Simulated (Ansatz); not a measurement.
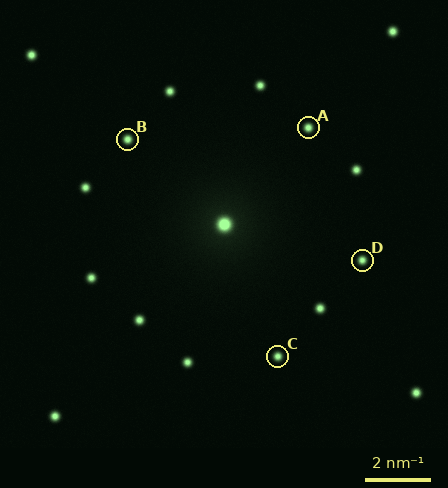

Simulated selected-area electron diffraction pattern (200 kV, kinematic approximation, thin crystal, B = 0.5 Å² for all atoms). The zone axis points towards the electron source and the pattern is seen from the source side.

Crystal: Ir, space group Pm-3n (No. 223), a = 5.032 Å. Structure: coordinates from a relaxation with DFT, BLYP, plane waves (420 eV) with PAW, scalar-relativistic (Ansatz); the starting structure was generated, so it need not be a known form of this composition.

```
atom  site  symmetry       x       y       z
  Ir    2a      m-3.  0.0000  0.0000  0.0000
  Ir    6c     -4m.2  0.2500  0.0000  0.5000
```

Spot A is indexed -2 0 0 and spot B 0 -2 0.

Index the other marked spots.

Answer. C = −(1/2)A − B = 1 2 0 (d = 2.250 Å). D = (1/2)A − B = -1 2 0 (d = 2.250 Å).

Which zone axis is this?

Answer. The cross product of A and B is parallel to [001]; every spot obeys hu + kv + lw = 0.

What are the spacings of A and B and the angle between them?

Answer. d(A) = 2.516 Å, d(B) = 2.516 Å, and the angle is 90.0°.
